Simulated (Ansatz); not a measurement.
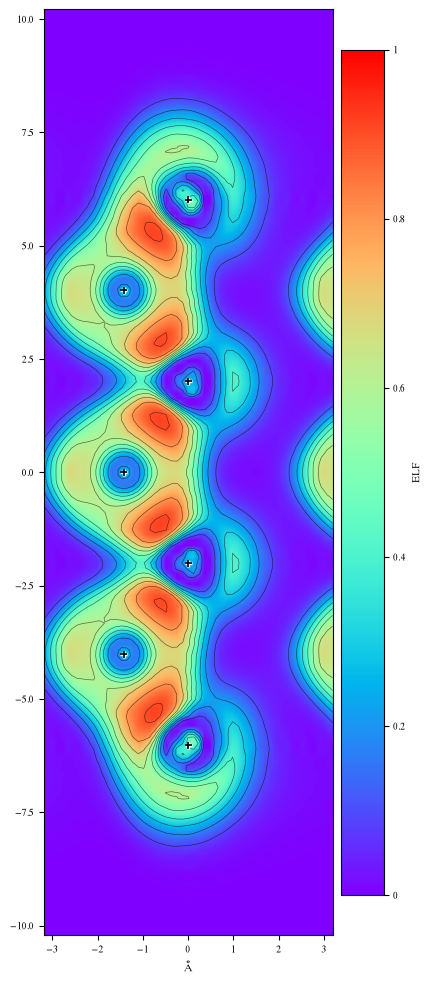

The ELF on a plane through atoms (crosses mark nuclei in the plane).

Computed with DFT PBEsol, scalar-relativistic, plane waves, PAW in Ansatz 0.2.0.

Candidates:
A. AlAs (slab), a = 4.01 Å, b = 5.67 Å, c = 27.04 Å, α = 90.00°, β = 90.00°, γ = 90.00°. Not relaxed (largest force 1.8 eV/Å).
B. Cu (slab), a = 2.52 Å, b = 2.52 Å, c = 27.34 Å, α = 90.00°, β = 90.00°, γ = 120.00°. Computed without spin polarisation.
C. InAs, a = 6.09 Å, b = 6.09 Å, c = 6.09 Å, α = 90.00°, β = 90.00°, γ = 90.00°. Space group F-43m; a generated structure, not necessarily the stable one.

> Which candidate gave the map?

Candidate A: AlAs on the (100) plane of the calculation cell, a cut from vacuum to vacuum, which holds Al and As. Al–As (2.46 Å): the ELF peaks at about 0.90 between the atoms: a covalent bond.
